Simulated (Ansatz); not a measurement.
## Ga$_{5}$N: geometry relaxation (part 1 of 2)

Ga$_{5}$N (6 atoms in the cell), computed with DFT PBE, scalar-relativistic, plane waves, PAW, no spin polarisation (Ansatz 0.2.0).

The structure was made by a generator, so it may or may not be a known phase. Figures and captions count atoms from 1; the log counts them from 0 in places.

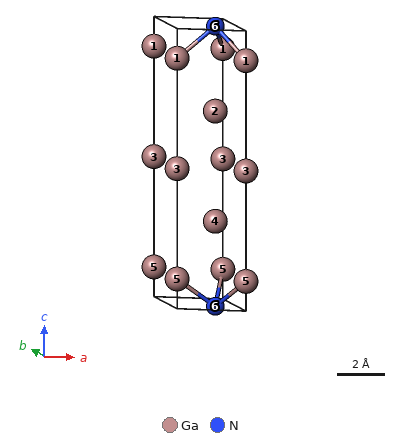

*The input geometry (ball-and-stick view of the cell of the calculation, seen slightly off an axis; atoms are numbered from 1 in the order of the input). An atom can appear more than once, as a periodic image.*

The input:
```yaml
crystal:
  lattice:
    - [3.0317774211, 0.0, 0.0]
    - [-1.5158887105, 2.6255962653, 0.0]
    - [0.0, 0.0, 12.319863803]
  atoms:
    - { symbol: Ga, position: [0.0, 0.0, 0.8940738719] }
    - { symbol: Ga, position: [0.6666666667, 0.3333333333, 0.6967079108] }
    - { symbol: Ga, position: [0.0, 0.0, 0.5] }
    - { symbol: Ga, position: [0.6666666667, 0.3333333333, 0.3032920892] }
    - { symbol: Ga, position: [0.0, 0.0, 0.1059261281] }
    - { symbol: "N", position: [0.6666666667, 0.3333333333, 0.0] }
basis:
  ecutwfc: 420
kpoints:
  mp_grid: { grid: [12, 12, 4] }
hamiltonian:
  xc: pbe
scf:
  occupations: { method: gaussian, width: 0.1 }
output:
  forces: true
  stress: true
  eigenvalues: true
  write_density: true
  write_potential: true
  elf: true
  volumetric_format: npy
relax:
  adjacent_minimum: "off"
  f_tol: 0.01
  max_steps: 80
  cell: { stress_tol: 0.05 }
```

Hardware: 1 thread of Intel Xeon @ 2.50GHz (Skylake/Cascade Lake), 189 GiB of memory available, shared host.

Launched with:
```bash
ansatz run input.yaml --threads 1 --pin off --max-ram 2560MiB --backend cpu --events-out ev --progress --plain --runs-dir out
```

The program's output:
```
Engine: ansatz 0.2.0, x86_64-unknown-linux-gnu
Pseudopotentials: kind: paw
Pseudopotential: Ga, paw, valence charge 13, recommended cutoff 420 eV (normal), Ga.paw.azcp
Pseudopotential: N, paw, valence charge 5, recommended cutoff 420 eV (normal), N.paw.azcp
Functional definition: PBE
  parameter kappa = 0.804
  parameter beta = 0.06672455060314922
  exchange = pbe_x(kappa = kappa, mu = beta*pi^2/3)
  correlation = pbe_c(beta = beta)
Crystal: 6 atoms, lattice volume = 98.069 Å³
Basis set: ecut = 420 eV, 1901 PW (Γ), exchange–correlation on 48×48×180 points (8 copies of the dense FFT grid, shifted against one another)
Bands: 42, of which v1, the nominal top of the filled ones, is band 35 counted from 1 (34 counted from 0)
Symmetry: 12 space group operations
Space group: P-6m2 (ITA 187), of the structure as read, at distance tolerance 4.6e-5 Å
k-points: 57 of 576 (time reversal used)
Non-local potential: Ga, projectors of the file, l = 0: 2, l = 1: 2, l = 2: 3, l = 3: 1
Non-local potential: N, projectors of the file, l = 0: 2, l = 1: 2, l = 2: 1
PAW form: soft (Blöchl's): semilocal exchange-correlation on the pseudo side does not see the compensation charge
PAW one-centre angular grid: Ga, 590 points (default); XC on 64 Gauss nodes
PAW one-centre angular grid: N, 110 points (default); XC on 64 Gauss nodes
Initial density: superposition of atomic densities (neutral atoms: chi_scale 0, normalization atom), corrected by the library's trained network
Initial wavefunctions: pseudopotential atomic-orbital guess
Functional: x = pbe(κ = 0.804, μ = 0.2195149727645171), c = pbe(β = 0.06672455060314922)
SCF iter   1: F=—  HF=-19298.152609 eV  |F-HF|=—  |Δ(HF+E_count)|=         —  Δρ=5.95e-3  dr2=3.52e-1  ethr=1.77e-3  ⟨swp⟩=6.3  Hψ=8562  notcnv=0  defer=1
preconditioner: auto → Kerker (q_TF=auto, 2.579 Å⁻¹)  [metal: Δε(μ)=0.029 eV  Ē_g=15.548 eV  σ=0.100 eV  W_gap=0.16  n_scr=28 (ndim 8)  ℏωp=31.4 eV  f_vac=0.000  D(μ)=2.39/eV (n_scr^D=8)]
SCF iter   2: F=—  HF=-19298.136003 eV  |F-HF|=—  |Δ(HF+E_count)|=   1.66e-2  Δρ=3.10e-3  dr2=1.40e-1  ethr=5.03e-4  ⟨swp⟩=1.1  Hψ=2854  notcnv=0  defer=1
SCF iter   3: F=—  HF=-19298.125815 eV  |F-HF|=—  |Δ(HF+E_count)|=   1.02e-2  Δρ=1.73e-3  dr2=4.27e-2  ethr=2.00e-4  ⟨swp⟩=1.1  Hψ=2285  notcnv=0  defer=1
SCF iter   4: F=—  HF=-19298.121819 eV  |F-HF|=—  |Δ(HF+E_count)|=   4.00e-3  Δρ=7.45e-4  dr2=1.14e-3  ethr=6.10e-5  ⟨swp⟩=1.6  Hψ=2346  notcnv=0  defer=1
SCF iter   5: F=—  HF=-19298.121643 eV  |F-HF|=—  |Δ(HF+E_count)|=   1.76e-4  Δρ=5.64e-4  dr2=3.67e-4  ethr=1.63e-6  ⟨swp⟩=2.0  Hψ=4298  notcnv=0  defer=7
SCF iter   6: F=—  HF=-19298.121524 eV  |F-HF|=—  |Δ(HF+E_count)|=   1.19e-4  Δρ=1.75e-4  dr2=4.86e-5  ethr=5.24e-7  ⟨swp⟩=2.0  Hψ=4250  notcnv=0  defer=7
SCF iter   7: F=—  HF=-19298.121541 eV  |F-HF|=—  |Δ(HF+E_count)|=   1.64e-5  Δρ=4.15e-5  dr2=5.49e-6  ethr=6.94e-8  ⟨swp⟩=2.0  Hψ=4349  notcnv=0  defer=71
SCF iter   8: F=—  HF=-19298.121540 eV  |F-HF|=—  |Δ(HF+E_count)|=   2.24e-7  Δρ=1.75e-5  dr2=2.25e-7  ethr=7.85e-9  ⟨swp⟩=2.0  Hψ=4038  notcnv=0  defer=71
SCF iter   9: F=—  HF=-19298.121540 eV  |F-HF|=—  |Δ(HF+E_count)|=   8.53e-8  Δρ=1.02e-5  dr2=7.74e-8  ethr=1.43e-10  ⟨swp⟩=12.6  Hψ=19336  notcnv=0
SCF iter  10: F=-19298.121540 eV  HF=-19298.121540 eV  |F-HF|=1.34e-8  |Δ(HF+E_count)|=   4.20e-8  Δρ=3.69e-6  dr2=1.19e-8  ethr=1.11e-10  ⟨swp⟩=7.1  Hψ=14430  notcnv=0
SCF 1 converged in 10 iterations: F = -19298.121540 eV  dr2 = 1.19e-8
  greatest PAW one-centre occupation: 0.995 electrons in one spin orbital (limit 2), on the Ga atom at site 4 (counted from 0), in its partial waves of l = 2
relax step   1: F+E_penalty+E_count = -19298.12154032 eV  Δ(F+E_penalty+E_count) = +0.000e0 eV  max|allowed force component| = 9.258e-2 eV/Å  Δτ_max = 0.0000 Å  P = +0.581 GPa  Ω = 98.069 Å³  (10 SCF iters, dr2 threshold 1.00e-7 eV, accepted)
Crystal: 6 atoms, lattice volume = 99.058 Å³
Basis set: ecut = 420 eV, 1925 PW (Γ), exchange–correlation on 48×48×180 points (8 copies of the dense FFT grid, shifted against one another)
Initial density: handed on by an earlier stage of this run
Initial wavefunctions: those handed on with the density
iter 1 solved again at ethr=9.26e-5 eV; its pass at ethr=3.10e-3 eV (dr2=6.48e-2 eV) is discarded
SCF iter   1: F=—  HF=-19298.130923 eV  |F-HF|=—  |Δ(HF+E_count)|=         —  Δρ=2.23e-3  dr2=6.47e-2  ethr=9.26e-5  ⟨swp⟩=1.1  Hψ=11328  notcnv=0
preconditioner: auto → Kerker (q_TF=auto, 2.575 Å⁻¹)  [metal: Δε(μ)=0.012 eV  Ē_g=15.501 eV  σ=0.100 eV  W_gap=0.07  n_scr=28 (ndim 8)  ℏωp=31.2 eV  f_vac=0.000  D(μ)=2.36/eV (n_scr^D=8)]
SCF iter   2: F=—  HF=-19298.128475 eV  |F-HF|=—  |Δ(HF+E_count)|=   2.45e-3  Δρ=1.34e-3  dr2=3.12e-2  ethr=9.24e-5  ⟨swp⟩=1.0  Hψ=2394  notcnv=0
SCF iter   3: F=—  HF=-19298.126462 eV  |F-HF|=—  |Δ(HF+E_count)|=   2.01e-3  Δρ=7.15e-4  dr2=1.68e-3  ethr=4.46e-5  ⟨swp⟩=1.2  Hψ=2411  notcnv=0
SCF iter   4: F=—  HF=-19298.126239 eV  |F-HF|=—  |Δ(HF+E_count)|=   2.23e-4  Δρ=2.91e-4  dr2=1.79e-4  ethr=2.40e-6  ⟨swp⟩=2.0  Hψ=4005  notcnv=0
SCF iter   5: F=—  HF=-19298.126211 eV  |F-HF|=—  |Δ(HF+E_count)|=   2.78e-5  Δρ=9.70e-5  dr2=2.56e-5  ethr=2.55e-7  ⟨swp⟩=2.0  Hψ=3958  notcnv=0
SCF iter   6: F=—  HF=-19298.126209 eV  |F-HF|=—  |Δ(HF+E_count)|=   2.50e-6  Δρ=5.56e-5  dr2=1.32e-5  ethr=3.66e-8  ⟨swp⟩=2.0  Hψ=4129  notcnv=0
SCF iter   7: F=—  HF=-19298.126207 eV  |F-HF|=—  |Δ(HF+E_count)|=   1.83e-6  Δρ=1.67e-5  dr2=7.00e-7  ethr=1.89e-8  ⟨swp⟩=1.8  Hψ=2605  notcnv=0
SCF iter   8: F=-19298.126207 eV  HF=-19298.126207 eV  |F-HF|=1.28e-7  |Δ(HF+E_count)|=   2.94e-8  Δρ=9.00e-6  dr2=1.17e-7  ethr=8.57e-10  ⟨swp⟩=9.6  Hψ=17602  notcnv=0
SCF 2 converged in 8 iterations: F = -19298.126207 eV  dr2 = 1.17e-7
  greatest PAW one-centre occupation: 0.995 electrons in one spin orbital (limit 2), on the Ga atom at site 0 (counted from 0), in its partial waves of l = 2
relax step   2: F+E_penalty+E_count = -19298.12620689 eV  Δ(F+E_penalty+E_count) = -4.667e-3 eV  max|allowed force component| = 1.210e-1 eV/Å  Δτ_max = 0.0345 Å  P = +0.016 GPa  Ω = 99.058 Å³  energy of the carried Pulay correction = -8.865e-4 eV  (8 SCF iters, dr2 threshold 6.00e-7 eV, accepted)
Crystal: 6 atoms, lattice volume = 98.910 Å³
iter 1 solved again at ethr=2.62e-7 eV; its pass at ethr=3.10e-3 eV (dr2=1.83e-4 eV) is discarded
SCF iter   1: F=—  HF=-19298.127258 eV  |F-HF|=—  |Δ(HF+E_count)|=         —  Δρ=5.98e-4  dr2=1.86e-4  ethr=2.62e-7  ⟨swp⟩=2.0  Hψ=10912  notcnv=0
preconditioner: auto → Kerker (q_TF=auto, 2.576 Å⁻¹)  [metal: Δε(μ)=0.038 eV  Ē_g=15.488 eV  σ=0.100 eV  W_gap=0.21  n_scr=28 (ndim 8)  ℏωp=31.2 eV  f_vac=0.000  D(μ)=2.26/eV (n_scr^D=6)]
SCF iter   2: F=—  HF=-19298.127240 eV  |F-HF|=—  |Δ(HF+E_count)|=   1.84e-5  Δρ=3.09e-4  dr2=5.93e-5  ethr=2.62e-7  ⟨swp⟩=1.8  Hψ=2450  notcnv=0
SCF iter   3: F=—  HF=-19298.127232 eV  |F-HF|=—  |Δ(HF+E_count)|=   7.23e-6  Δρ=7.73e-5  dr2=9.56e-6  ethr=8.47e-8  ⟨swp⟩=2.6  Hψ=4323  notcnv=0
SCF iter   4: F=—  HF=-19298.127231 eV  |F-HF|=—  |Δ(HF+E_count)|=   1.19e-6  Δρ=3.04e-5  dr2=2.96e-6  ethr=1.37e-8  ⟨swp⟩=2.0  Hψ=4386  notcnv=0
SCF iter   5: F=—  HF=-19298.127231 eV  |F-HF|=—  |Δ(HF+E_count)|=   3.16e-7  Δρ=1.48e-5  dr2=7.18e-7  ethr=4.23e-9  ⟨swp⟩=2.0  Hψ=3949  notcnv=0
SCF iter   6: F=-19298.127231 eV  HF=-19298.127231 eV  |F-HF|=1.42e-7  |Δ(HF+E_count)|=   8.66e-8  Δρ=5.60e-6  dr2=1.68e-7  ethr=8.57e-10  ⟨swp⟩=8.8  Hψ=16906  notcnv=0
SCF 3 converged in 6 iterations: F = -19298.127231 eV  dr2 = 1.68e-7
relax step   3: F+E_penalty+E_count = -19298.12723068 eV  Δ(F+E_penalty+E_count) = -1.024e-3 eV  max|allowed force component| = 1.610e-2 eV/Å  Δτ_max = 0.0062 Å  P = -0.033 GPa  Ω = 98.910 Å³  energy of the carried Pulay correction = -7.545e-4 eV  (6 SCF iters, dr2 threshold 6.00e-7 eV, accepted)
Crystal: 6 atoms, lattice volume = 98.813 Å³
Basis set: ecut = 420 eV, 1913 PW (Γ), exchange–correlation on 48×48×180 points (8 copies of the dense FFT grid, shifted against one another)
iter 1 solved again at ethr=4.43e-7 eV; its pass at ethr=3.10e-3 eV (dr2=3.10e-4 eV) is discarded
SCF iter   1: F=—  HF=-19298.127426 eV  |F-HF|=—  |Δ(HF+E_count)|=         —  Δρ=2.62e-4  dr2=3.13e-4  ethr=4.43e-7  ⟨swp⟩=2.3  Hψ=10591  notcnv=0
preconditioner: auto → Kerker (q_TF=auto, 2.576 Å⁻¹)  [metal: Δε(μ)=0.035 eV  Ē_g=15.489 eV  σ=0.100 eV  W_gap=0.19  n_scr=28 (ndim 8)  ℏωp=31.3 eV  f_vac=0.000  D(μ)=2.24/eV (n_scr^D=6)]
SCF iter   2: F=—  HF=-19298.127413 eV  |F-HF|=—  |Δ(HF+E_count)|=   1.28e-5  Δρ=1.38e-4  dr2=1.19e-4  ethr=4.43e-7  ⟨swp⟩=1.0  Hψ=2394  notcnv=0
SCF iter   3: F=—  HF=-19298.127407 eV  |F-HF|=—  |Δ(HF+E_count)|=   5.86e-6  Δρ=6.09e-5  dr2=2.88e-5  ethr=1.69e-7  ⟨swp⟩=1.1  Hψ=2400  notcnv=0
SCF iter   4: F=—  HF=-19298.127413 eV  |F-HF|=—  |Δ(HF+E_count)|=   5.71e-6  Δρ=2.67e-5  dr2=1.93e-6  ethr=4.11e-8  ⟨swp⟩=2.3  Hψ=3877  notcnv=0
SCF iter   5: F=—  HF=-19298.127412 eV  |F-HF|=—  |Δ(HF+E_count)|=   5.69e-7  Δρ=1.73e-5  dr2=5.74e-7  ethr=2.75e-9  ⟨swp⟩=2.0  Hψ=3859  notcnv=0
SCF iter   6: F=—  HF=-19298.127412 eV  |F-HF|=—  |Δ(HF+E_count)|=   9.76e-8  Δρ=5.16e-6  dr2=9.71e-8  ethr=8.20e-10  ⟨swp⟩=2.8  Hψ=4318  notcnv=0
SCF iter   7: F=-19298.127412 eV  HF=-19298.127412 eV  |F-HF|=2.69e-9  |Δ(HF+E_count)|=   1.59e-8  Δρ=1.30e-6  dr2=2.69e-9  ethr=2.63e-11  ⟨swp⟩=5.8  Hψ=15053  notcnv=0
SCF 4 converged in 7 iterations: F = -19298.127412 eV  dr2 = 2.69e-9
relax step   4: F+E_penalty+E_count = -19298.12741223 eV  Δ(F+E_penalty+E_count) = -1.816e-4 eV  max|allowed force component| = 3.052e-3 eV/Å  Δτ_max = 0.0023 Å  P = -0.013 GPa  Ω = 98.813 Å³  energy of the carried Pulay correction = -6.683e-4 eV  (7 SCF iters, dr2 threshold 1.84e-8 eV, accepted)
Crystal: 6 atoms, lattice volume = 98.757 Å³
iter 1 solved again at ethr=7.05e-7 eV; its pass at ethr=3.10e-3 eV (dr2=4.93e-4 eV) is discarded
SCF iter   1: F=—  HF=-19298.127522 eV  |F-HF|=—  |Δ(HF+E_count)|=         —  Δρ=2.34e-4  dr2=4.98e-4  ethr=7.05e-7  ⟨swp⟩=2.1  Hψ=10727  notcnv=0
preconditioner: auto → Kerker (q_TF=auto, 2.576 Å⁻¹)  [metal: Δε(μ)=0.005 eV  Ē_g=15.491 eV  σ=0.100 eV  W_gap=0.03  n_scr=28 (ndim 8)  ℏωp=31.3 eV  f_vac=0.000  D(μ)=2.24/eV (n_scr^D=6)]
SCF iter   2: F=—  HF=-19298.127506 eV  |F-HF|=—  |Δ(HF+E_count)|=   1.63e-5  Δρ=1.30e-4  dr2=2.08e-4  ethr=7.05e-7  ⟨swp⟩=1.0  Hψ=2394  notcnv=0
SCF iter   3: F=—  HF=-19298.127495 eV  |F-HF|=—  |Δ(HF+E_count)|=   1.13e-5  Δρ=8.60e-5  dr2=4.32e-5  ethr=2.98e-7  ⟨swp⟩=1.2  Hψ=2404  notcnv=0
SCF iter   4: F=—  HF=-19298.127499 eV  |F-HF|=—  |Δ(HF+E_count)|=   4.14e-6  Δρ=2.60e-5  dr2=2.16e-6  ethr=6.17e-8  ⟨swp⟩=2.8  Hψ=4256  notcnv=0
SCF iter   5: F=—  HF=-19298.127503 eV  |F-HF|=—  |Δ(HF+E_count)|=   3.68e-6  Δρ=1.81e-5  dr2=6.92e-7  ethr=3.08e-9  ⟨swp⟩=2.0  Hψ=3850  notcnv=0
SCF iter   6: F=—  HF=-19298.127502 eV  |F-HF|=—  |Δ(HF+E_count)|=   1.13e-7  Δρ=5.88e-6  dr2=1.13e-7  ethr=9.88e-10  ⟨swp⟩=2.7  Hψ=4030  notcnv=0
SCF iter   7: F=-19298.127502 eV  HF=-19298.127502 eV  |F-HF|=4.27e-9  |Δ(HF+E_count)|=   1.89e-8  Δρ=1.56e-6  dr2=4.82e-9  ethr=1.69e-11  ⟨swp⟩=5.9  Hψ=15234  notcnv=0
SCF 5 converged in 7 iterations: F = -19298.127502 eV  dr2 = 4.82e-9
relax step   5: F+E_penalty+E_count = -19298.12750238 eV  Δ(F+E_penalty+E_count) = -9.015e-5 eV  max|allowed force component| = 7.030e-4 eV/Å  Δτ_max = 0.0022 Å  P = +0.003 GPa  Ω = 98.757 Å³  energy of the carried Pulay correction = -6.176e-4 eV  (7 SCF iters, dr2 threshold 1.18e-8 eV, accepted)
Initial wavefunctions: pseudopotential atomic-orbital guess (no wavefunctions were taken with the density)
iter 1 solved again at ethr=3.26e-8 eV; its pass at ethr=3.10e-3 eV (dr2=2.28e-5 eV) is discarded
SCF iter   1: F=—  HF=-19298.127668 eV  |F-HF|=—  |Δ(HF+E_count)|=         —  Δρ=3.06e-4  dr2=2.02e-6  ethr=3.26e-8  ⟨swp⟩=3.0  Hψ=14805  notcnv=0
preconditioner: auto → Kerker (q_TF=auto, 2.576 Å⁻¹)  [metal: Δε(μ)=0.032 eV  Ē_g=15.491 eV  σ=0.100 eV  W_gap=0.18  n_scr=28 (ndim 8)  ℏωp=31.3 eV  f_vac=0.000  D(μ)=2.24/eV (n_scr^D=6)]
SCF iter   2: F=—  HF=-19298.128041 eV  |F-HF|=—  |Δ(HF+E_count)|=   3.73e-4  Δρ=1.55e-4  dr2=5.71e-7  ethr=2.89e-9  ⟨swp⟩=1.0  Hψ=2398  notcnv=0
SCF iter   3: F=—  HF=-19298.128165 eV  |F-HF|=—  |Δ(HF+E_count)|=   1.24e-4  Δρ=1.10e-5  dr2=2.37e-8  ethr=8.16e-10  ⟨swp⟩=2.9  Hψ=4552  notcnv=0
SCF iter   4: F=—  HF=-19298.128166 eV  |F-HF|=—  |Δ(HF+E_count)|=   4.27e-7  Δρ=1.62e-6  dr2=3.00e-9  ethr=3.39e-11  ⟨swp⟩=2.0  Hψ=4385  notcnv=0
SCF iter   5: F=—  HF=-19298.128166 eV  |F-HF|=—  |Δ(HF+E_count)|=   5.84e-9  Δρ=4.99e-7  dr2=1.54e-9  ethr=4.29e-12  ⟨swp⟩=2.3  Hψ=4409  notcnv=0
SCF iter   6: F=—  HF=-19298.128166 eV  |F-HF|=—  |Δ(HF+E_count)|=  2.36e-10  Δρ=3.13e-7  dr2=3.34e-10  ethr=2.19e-12  ⟨swp⟩=1.4  Hψ=2646  notcnv=0
SCF iter   7: F=-19298.128166 eV  HF=-19298.128166 eV  |F-HF|=4.00e-11  |Δ(HF+E_count)|=  1.96e-10  Δρ=8.66e-8  dr2=3.68e-11  ethr=1.00e-12  ⟨swp⟩=5.0  Hψ=11383  notcnv=0
SCF 6 converged in 7 iterations: F = -19298.128166 eV  dr2 = 3.68e-11
relax step   6: F+E_penalty+E_count = -19298.12816575 eV  Δ(F+E_penalty+E_count) = -6.634e-4 eV  max|allowed force component| = 7.197e-4 eV/Å  Δτ_max = 0.0000 Å  P = +0.009 GPa  Ω = 98.757 Å³  stress off target by 1.92e-2 GPa  SCF on the basis re-selected at this cell (its energy is not comparable with the rows above)  (7 SCF iters)
```

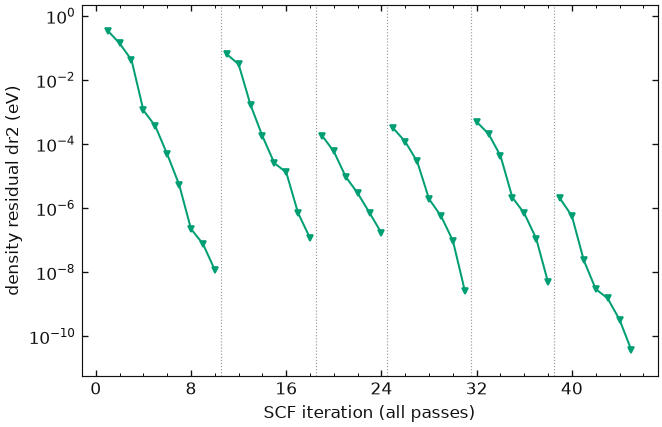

*Convergence of the self-consistent field: density residual dr2 against the SCF iteration. The dotted lines part the SCF passes of the relaxation: geometry steps, rejected trials and re-solves on a re-selected basis.*

The 6 passes take 6 to 10 iterations each, 45 in all.

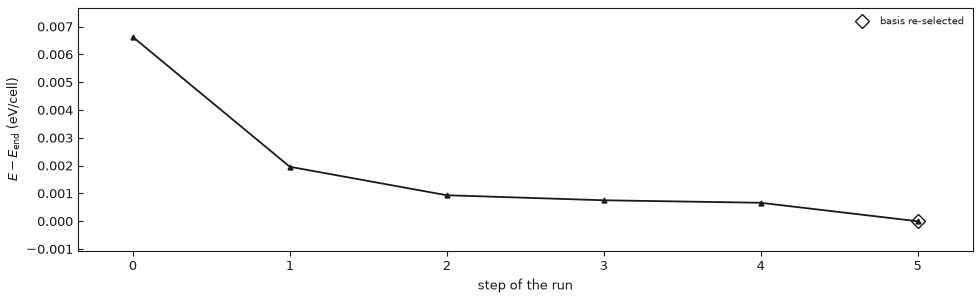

*Progress of the relaxation, step by step (the first geometry is step 0 here and step 1 in the log).*
